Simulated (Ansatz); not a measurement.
## Run report: CaO, band-structure calculation

CaO (2 atoms in the cell), computed with DFT, PBE, plane waves, PAW, no spin polarisation (Ansatz 0.2.0).

The structure was built on a prototype by a generator. The geometry comes from this level: r2SCAN (a point of a series of strains). It belongs to a series of runs on one base structure; here: epitaxial_111 strain +1.0%. Figures and captions count atoms from 1; the log counts them from 0 in places.

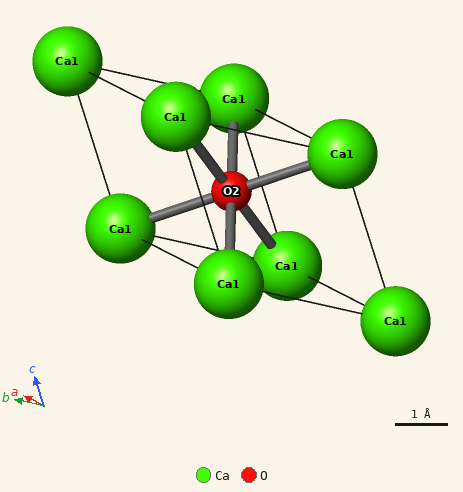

**Figure 1.** The structure as given in the input (ball-and-stick view of the cell of the calculation, seen at an oblique angle; atoms are numbered from 1 in the order of the input). An atom can appear more than once, as a periodic image.

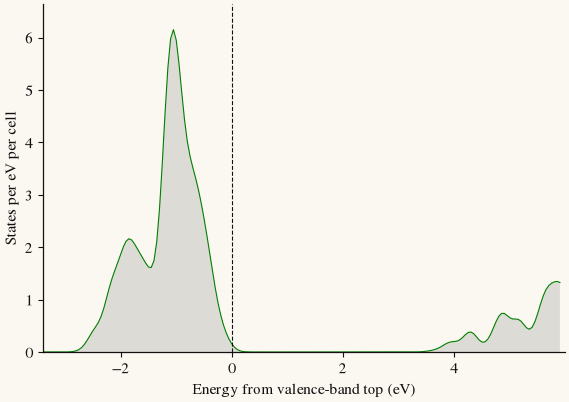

**Figure 2.** Density of states (the curve is built from the levels of the k mesh with Gaussians 0.3 eV wide, which also blur the band edges), with energies from the valence-band top. There is a gap of 3.62 eV on the k-point mesh. Small ripples come from the finite k-point mesh.

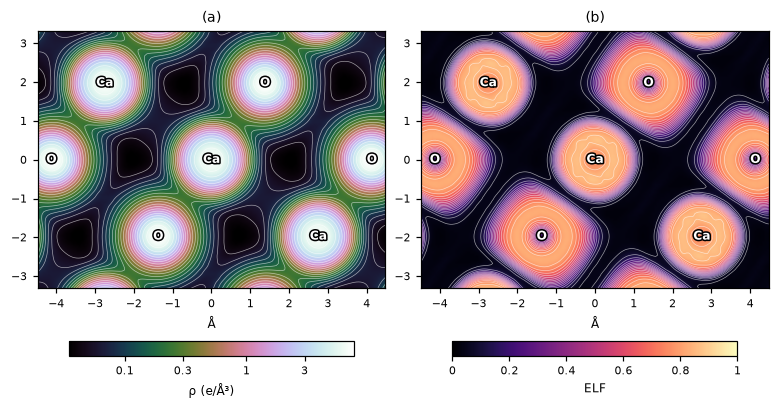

**Figure 3.** (a) valence electron density; (b) electron localisation function on the (110) plane of the conventional cell. Away from the nuclei the density in this plane falls to 0.03 e/Å³ at its lowest. The strong features right at Ca lie inside the PAW spheres (semicore, d or f shells) and say nothing about bonding. Core electrons are frozen (PAW), so the fields are smoothed inside the atomic spheres.

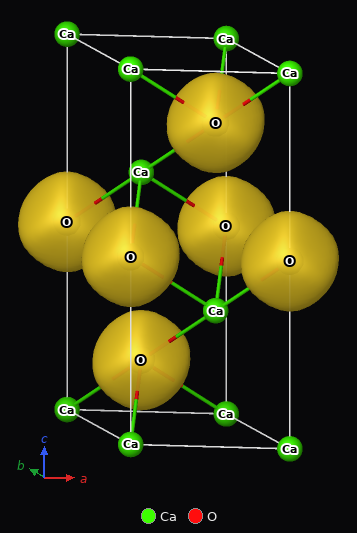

**Figure 4.** Isosurface of the electron localisation function at 0.6 (yellow), seen slightly off an axis. Only the valence region is drawn (cores and ρ < 0.01 e/Å³ removed). Sticks mark near contacts. The outline is the cell set on symmetry axes. Values along the shortest contacts:

The input and output of the run follow.

**Input**
```yaml
crystal:
  lattice:
    - [-0.0253796738, 2.3961459408, 2.3961459408]
    - [2.3961459408, -0.0253796738, 2.3961459408]
    - [2.3961459408, 2.3961459408, -0.0253796738]
  atoms:
    - { symbol: Ca, position: [0.0, 0.0, 0.0] }
    - { symbol: O, position: [0.5, 0.5, 0.5] }
kpoints:
  mp_grid: { grid: [10, 10, 10] }
  band_path:
    path:
      - [0.0, 0.0, 0.0]
      - [0.5, 0.0, 0.5]
      - [0.625, 0.25, 0.625]
      - [0.375, 0.375, 0.75]
      - [0.5, 0.5, 0.5]
      - [0.5, 0.25, 0.75]
      - [0.0, 0.5, 0.5]
    npoints: 1
hamiltonian:
  xc: pbe
scf:
  occupations: { method: fermi_dirac, width: 0.02 }
  n_extra_bands: 4
output:
  forces: true
  stress: true
  eigenvalues: true
  write_density: true
  write_potential: true
  elf: true
  volumetric_format: npy
```

Launched with:
```bash
ansatz run input.yaml --threads 2 --pin off --max-ram 18432MiB --backend cpu --events-out ev --progress --plain --runs-dir out
```

**What the program printed**
```
scf.n_extra_bands = 4 over 8 filled bands (N_el = 16.0): the run solves 12 bands
Engine: ansatz 0.2.0, x86_64-unknown-linux-gnu
Pseudopotentials: kind: paw
Pseudopotential: Ca, paw, valence charge 10, recommended cutoff 420 eV (normal), Ca.paw.azcp
Pseudopotential: O, paw, valence charge 6, recommended cutoff 420 eV (normal), O.paw.azcp
Functional definition: PBE
  parameter kappa = 0.804
  parameter beta = 0.06672455060314922
  exchange = pbe_x(kappa = kappa, mu = beta*pi^2/3)
  correlation = pbe_c(beta = beta)
Crystal: 2 atoms, lattice volume = 27.952 Å³
Basis set: ecut = 420 eV, 537 PW (Γ), exchange–correlation on 48×48×48 points (8 copies of the dense FFT grid, shifted against one another)
Bands: 12, of which v1, the nominal top of the filled ones, is band 8 counted from 1 (7 counted from 0)
Symmetry: 12 space group operations
Space group: R-3m (ITA 166), of the structure as read, at distance tolerance 3.0e-5 Å
k-points: 116 of 1000
Non-local potential: Ca, projectors of the file, l = 0: 3, l = 1: 2, l = 2: 2
Non-local potential: O, projectors of the file, l = 0: 2, l = 1: 2, l = 2: 1
PAW form: soft (Blöchl's): semilocal exchange-correlation on the pseudo side does not see the compensation charge
PAW one-centre angular grid: Ca, 110 points (default); XC on 64 Gauss nodes
PAW one-centre angular grid: O, 110 points (default); XC on 64 Gauss nodes
Initial density: superposition of atomic densities (neutral atoms: chi_scale 0, normalization atom), corrected by the library's trained network
Initial wavefunctions: pseudopotential atomic-orbital guess
Functional: x = pbe(κ = 0.804, μ = 0.2195149727645171), c = pbe(β = 0.06672455060314922)
SCF iter   1: F=—  HF=-2387.720072 eV  |F-HF|=—  |Δ(HF+E_count)|=         —  Δρ=1.27e-3  dr2=3.73e-4  ethr=1.77e-3  ⟨swp⟩=7.2  Hψ=9915  notcnv=0
preconditioner: auto → none  [insulator: Δε(μ)=3.619 eV  Ē_g=18.084 eV  σ=0.020 eV  W_gap=1.00  n_scr=8 (ndim 8)  ℏωp=26.3 eV  f_vac=0.000  D(μ)=0.00/eV (n_scr^D=0)  ε∞_Penn≈3.1]
SCF iter   2: F=—  HF=-2387.720251 eV  |F-HF|=—  |Δ(HF+E_count)|=   1.79e-4  Δρ=2.32e-3  dr2=1.44e-3  ethr=2.33e-6  ⟨swp⟩=2.0  Hψ=3579  notcnv=0
SCF iter   3: F=—  HF=-2387.719980 eV  |F-HF|=—  |Δ(HF+E_count)|=   2.71e-4  Δρ=8.01e-4  dr2=1.83e-4  ethr=2.33e-6  ⟨swp⟩=2.0  Hψ=1946  notcnv=0
SCF iter   4: F=—  HF=-2387.719980 eV  |F-HF|=—  |Δ(HF+E_count)|=   1.29e-7  Δρ=8.41e-5  dr2=9.67e-7  ethr=1.14e-6  ⟨swp⟩=2.0  Hψ=1740  notcnv=0
SCF iter   5: F=—  HF=-2387.720005 eV  |F-HF|=—  |Δ(HF+E_count)|=   2.49e-5  Δρ=1.08e-4  dr2=3.41e-6  ethr=6.05e-9  ⟨swp⟩=3.0  Hψ=2250  notcnv=0
SCF iter   6: F=—  HF=-2387.720004 eV  |F-HF|=—  |Δ(HF+E_count)|=   6.58e-7  Δρ=4.45e-5  dr2=5.71e-7  ethr=6.05e-9  ⟨swp⟩=2.0  Hψ=1740  notcnv=0
SCF iter   7: F=-2387.720004 eV  HF=-2387.720004 eV  |F-HF|=5.47e-8  |Δ(HF+E_count)|=   1.16e-7  Δρ=1.50e-5  dr2=6.39e-8  ethr=6.25e-10  ⟨swp⟩=5.9  Hψ=7244  notcnv=0
SCF 1 converged in 7 iterations: F = -2387.720004 eV  dr2 = 6.39e-8
  greatest PAW one-centre occupation: 0.995 electrons in one spin orbital (limit 2), on the Ca atom at site 0 (counted from 0), in its partial waves of l = 0
NSCF: frozen V_eff on 7 k-points
SCF converged after 7 iterations
Free energy (F): -2387.720004 eV
Harris-Foulkes:  -2387.720004 eV  (|F-HF|=5.47e-8)
Internal energy: -2387.720004 eV  (E = F + TS)
E sigma→0 (E₀):  -2387.720004 eV
Fermi energy:    9.454547 eV
--- Per-component energies (eV) ---
  E_band       = -102.313628
  E_kinetic    = 455.974913
  E_local      = -895.176213  (includes V_loc(G=0)·N_el)
  E_nonlocal   = 111.472865
  E_hartree    = 296.870934
  E_xc         = -213.249876
  E_vxc        = -268.294164  (∫ρ·V_xc dr)
  E_paw        = -1016.281828  (= ΣΔE_a)
  E_vpaw       = -100.031021  (= ΣTr[D̂ρ^β])
  E_aug_tail   = 0.002412  (compensation charges beyond the density's cutoff)
  E_ewald      = -1127.333211
  E_smearing   = -0.000000  (= −TS)
  E_closure    = 0.000000  (closes the sum)
  Σ components = -2387.720004   (vs F -2387.720004, Δ=0.00e0)
--- Forces (eV/Å), atoms counted from 1 ---
  atom   1  Ca     0.00000000     0.00000000    -0.00000000
  atom   2  O     -0.00000000     0.00000000    -0.00000000
  max |Σ_I F_I| component: 1.51e-29 eV/Å
--- Stress (GPa, compression-positive) ---
        0.877385       0.779712       0.779712
        0.779712       0.877385       0.779712
        0.779712       0.779712       0.877385
  P = ⅓ Tr σ = 0.8774 GPa (8.774 kbar)
--- Band table (eV; the first three rows and the last of 116) ---
  k-point 0: bands = ["-30.0513", "-10.8215", "-10.8215", "-10.8204", "-7.8847", "7.6017", "7.6017", "7.6535", "12.2886", "13.7834", "13.7834", "13.9473"]
  k-point 1: bands = ["-30.0421", "-10.9557", "-10.8259", "-10.8259", "-7.7435", "7.2506", "7.4655", "7.5157", "12.7430", "13.7691", "13.9501", "14.0998"]
  k-point 2: bands = ["-30.0178", "-11.2630", "-10.8398", "-10.8373", "-7.4176", "6.4905", "7.1378", "7.1962", "13.6992", "13.8844", "14.4087", "14.5577"]
  k-point 115: bands = ["-29.9467", "-11.9044", "-10.8792", "-10.8792", "-6.7340", "5.0153", "6.3880", "6.3880", "14.6743", "15.9955", "15.9955", "16.0665"]
```

**File bands.tsv**
```
# k_distance	band_0	band_1	band_2	band_3	band_4	band_5	band_6	band_7	band_8	band_9	band_10	band_11
# fermi_ev = 9.454547
# lock_threshold_ev = 1e-6
# [0, 0, 0] at k_distance = 0.000000
# [0.5, 0, 0.5] at k_distance = 1.304305
# [0.625, 0.25, 0.625] at k_distance = 1.767888
# [0.375, 0.375, 0.75] at k_distance = 2.562356
# [0.5, 0.5, 0.5] at k_distance = 3.356824
# [0.5, 0.25, 0.75] at k_distance = 4.274197
# [0, 0.5, 0.5] at k_distance = 5.726247
# levels_relative_to = fermi_ev
# free_energy_ev = -2387.720004
# largest_residual_norms_ev = 8.728e-4 7.614e-4 6.014e-4 1.059e-3 1.103e-3 6.987e-4 1.280e-3 1.317e-3 1.035e-3 6.489e-4 5.484e-4 7.145e-4
0.000000	-39.505805	-20.276003	-20.276003	-20.274985	-17.339249	-1.852832	-1.852832	-1.801074	2.834056	4.328857	4.328857	4.492760
1.304305	-39.376951	-20.861589	-20.501487	-20.491658	-17.104000	-3.139221	-2.235261	-2.185789	1.819139	6.158968	7.018634	7.643247
1.767888	-39.377907	-20.821515	-20.755156	-20.439360	-16.751681	-3.152984	-3.040698	-2.640582	3.324543	6.096242	6.688525	7.169371
2.562356	-39.377907	-20.821515	-20.755156	-20.439360	-16.751681	-3.152984	-3.040698	-2.640582	3.324543	6.096242	6.688525	7.169371
3.356824	-39.401208	-21.358930	-20.333713	-20.333713	-16.188524	-4.439201	-3.066502	-3.066502	5.219799	6.540978	6.540978	6.611922
4.274197	-39.376007	-20.697526	-20.684251	-20.666841	-16.731991	-3.103133	-2.902379	-2.878470	4.446768	4.479273	6.503217	7.653441
5.726247	-39.376951	-20.861589	-20.501487	-20.491658	-17.104000	-3.139221	-2.235261	-2.185789	1.819139	6.158968	7.018634	7.643247
```

**File rho_z.tsv**
```
# z_ang	rho[e/angstrom^3]
# format = ansatz-planar-average/11
# lattice	-0.025379674	2.396145941	2.396145941
# lattice	2.396145941	-0.025379674	2.396145941
# lattice	2.396145941	2.396145941	-0.025379674
# sites	2
# site	20	0.000000000	0.000000000	0.000000000
# site	8	2.383456104	2.383456104	2.383456104
0.000000	8.428785e-1
0.141198	8.167261e-1
0.282396	7.423031e-1
0.423595	6.329994e-1
0.564793	5.130615e-1
0.705991	4.121461e-1
0.847189	3.543697e-1
0.988387	3.536709e-1
1.129586	4.122027e-1
1.270784	5.135812e-1
1.411982	6.234843e-1
1.553180	7.053165e-1
1.694379	7.351590e-1
1.835577	7.053165e-1
1.976775	6.234843e-1
2.117973	5.135812e-1
2.259171	4.122027e-1
2.400370	3.536709e-1
2.541568	3.543697e-1
2.682766	4.121461e-1
2.823964	5.130615e-1
2.965162	6.329994e-1
3.106361	7.423031e-1
3.247559	8.167261e-1
```

**File v_z.tsv**
```
# z_ang	v_es[eV]	v_tot[eV]
# format = ansatz-planar-average/11
# xc	pbe
# density_cutoff_ev	1680
# datasets	Ca=:simpson_from_first_knot:soft	O=:simpson_from_first_knot:soft
# lattice	-0.025379674	2.396145941	2.396145941
# lattice	2.396145941	-0.025379674	2.396145941
# lattice	2.396145941	2.396145941	-0.025379674
# sites	2
# site	20	0.000000000	0.000000000	0.000000000
# site	8	2.383456104	2.383456104	2.383456104
0.000000	-1.981547e0	-1.295567e1
0.141198	-1.624339e0	-1.255280e1
0.282396	-6.077200e-1	-1.139893e1
0.423595	9.431971e-1	-9.629888e0
0.564793	2.794136e0	-7.518576e0
0.705991	4.712718e0	-5.358197e0
0.847189	6.260465e0	-3.654106e0
0.988387	6.870837e0	-3.022027e0
1.129586	6.776851e0	-3.223165e0
1.270784	6.376133e0	-3.804316e0
1.411982	5.854453e0	-4.510769e0
1.553180	5.429098e0	-5.064433e0
1.694379	5.268520e0	-5.268487e0
1.835577	5.429098e0	-5.064433e0
1.976775	5.854453e0	-4.510769e0
2.117973	6.376133e0	-3.804316e0
2.259171	6.776851e0	-3.223165e0
2.400370	6.870837e0	-3.022027e0
2.541568	6.260465e0	-3.654106e0
2.682766	4.712718e0	-5.358197e0
2.823964	2.794136e0	-7.518576e0
2.965162	9.431971e-1	-9.629888e0
3.106361	-6.077200e-1	-1.139893e1
3.247559	-1.624339e0	-1.255280e1
```

**Results in brief**

```json
{"quantity": "outcome", "value": "converged"}
{"quantity": "space group (tolerance 0.01 Å)", "value": "R-3m (166)"}
{"quantity": "electrons treated", "value": "16"}
{"quantity": "free energy", "value": "−2387.7200 eV"}
{"quantity": "Fermi energy", "value": "9.455 eV"}
{"quantity": "gap on the k-point mesh", "value": "3.62 eV"}
{"quantity": "pressure", "value": "0.88 GPa"}
{"quantity": "largest force (length of the vector)", "value": "under 0.001 eV/Å"}
{"quantity": "hardware", "value": "2 threads of AMD EPYC (Zen 3), 264 GiB of memory available, shared host"}
{"quantity": "wall time", "value": "1 s (CPU time 1.9 s)"}
{"quantity": "peak memory", "value": "0.45 GiB"}
```
